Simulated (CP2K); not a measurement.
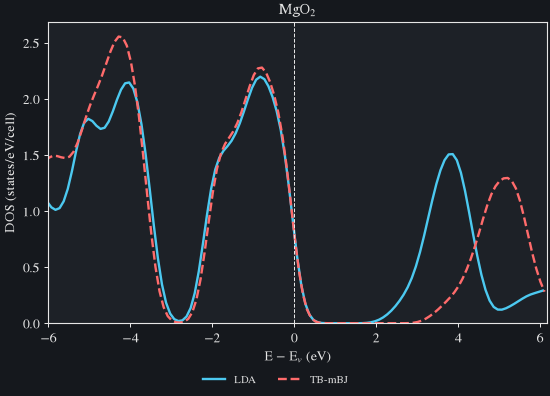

Total densities of states of MgO₂, space group R-3m, 3 atoms in the primitive cell (a = 3.210 Å, c = 10.482 Å (hexagonal axes)), by two methods on the same cell. The DOS curves are built from the levels of the k mesh with Gaussians 0.55 eV wide, which also blur the band edges; ripples of that width can come from the mesh. Each is counted from its own valence-band top.

### What changes from one method to the other?

LDA gives a gap of 2.15 eV and TB-mBJ gives a gap of 3.20 eV.

Settings. LDA: GTH_POTENTIALS Mg GTH-PADE-q10, O GTH-PADE-q6; TZVP-MOLOPT-PBE-GTH basis, no spin polarisation, no spin-orbit coupling, 10×10×10 k mesh, Fermi-Dirac smearing of 0.05 eV (CP2K 2026.2). TB-mBJ: POTENTIAL_UZH Mg GTH-PBE-q10, O GTH-PBE-q6; TZVP-MOLOPT-PBE-GTH basis, no spin polarisation, no spin-orbit coupling, 10×10×10 k mesh, Fermi-Dirac smearing of 0.05 eV (CP2K 2026.2).

Gaps are the smallest over all k points computed. The basis of atomic orbitals isn't converged, which shifts gaps and empty levels. The cell comes from a database of computed structures, and whether it is the stable form of this composition wasn't checked. TB-mBJ: this is a model potential without an energy functional, so only levels have meaning. TB-mBJ: the potentials were made for another functional. TB-mBJ: with pseudopotentials the parameter c of TB-mBJ lacks the core density, which can leave the gap too small. LDA, GGA and most meta-GGA functionals understate gaps. The cell is at −7 GPa in LDA.
